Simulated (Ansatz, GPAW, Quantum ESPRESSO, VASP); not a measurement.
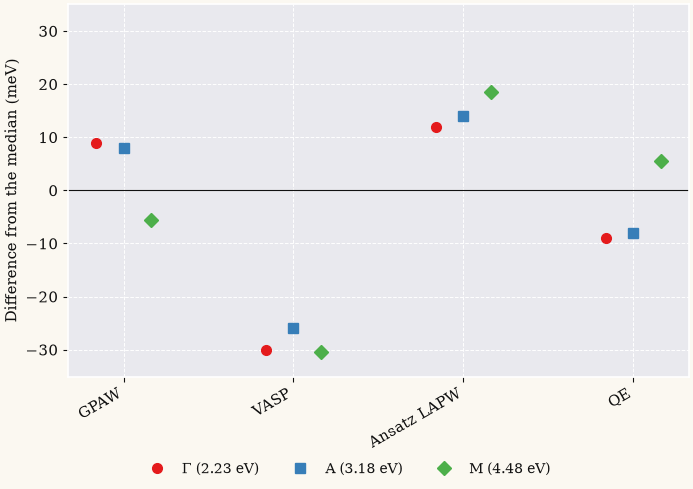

Lowest conduction level at each named k point, counted from the valence-band top at Γ, for Al₂O₃, space group P-3m1 (No. 164), 5 atoms in the cell; a = 3.017 Å, c = 7.575 Å (hexagonal axes). Four programs ran PBEsol (no spin polarisation, no spin-orbit coupling) on the same cell and 10×10×4 k mesh. The plot shows each result less the median of the plane-wave and all-electron runs, which the legend gives.

Question: How well do the programs agree?

Answer: The plane-wave and all-electron programs (GPAW, VASP, Ansatz LAPW and Quantum ESPRESSO) agree within 49 meV at these points.

| program | kind | valence electrons | Γ (eV) | A (eV) | M (eV) |
| --- | --- | --- | --- | --- | --- |
| GPAW | plane waves | 24 | 2.234 | 3.186 | 4.478 |
| VASP | plane waves | 24 | 2.195 | 3.152 | 4.453 |
| Ansatz LAPW | all-electron | – | 2.237 | 3.192 | 4.502 |
| Quantum ESPRESSO | plane waves | 24 | 2.216 | 3.170 | 4.489 |

Settings. PAW data sets generated in the run's folder for this functional, 800 eV cutoff, Gaussian smearing of 0.02 eV (GPAW 26.7.0). VASP PAW PBE potentials, release 64 (Al, O), 520 eV cutoff, Gaussian smearing of 0.02 eV (VASP). all-electron LAPW, Fermi-Dirac smearing of 0.05 eV (Ansatz). GBRV 1.5 PBEsol, 612 eV cutoff, Fermi-Dirac smearing of 0.05 eV (Quantum ESPRESSO 7.5).

LDA, GGA and most meta-GGA functionals understate gaps. The usual form of Al2O3 is corundum. VASP: the PAW data sets were made with another functional.
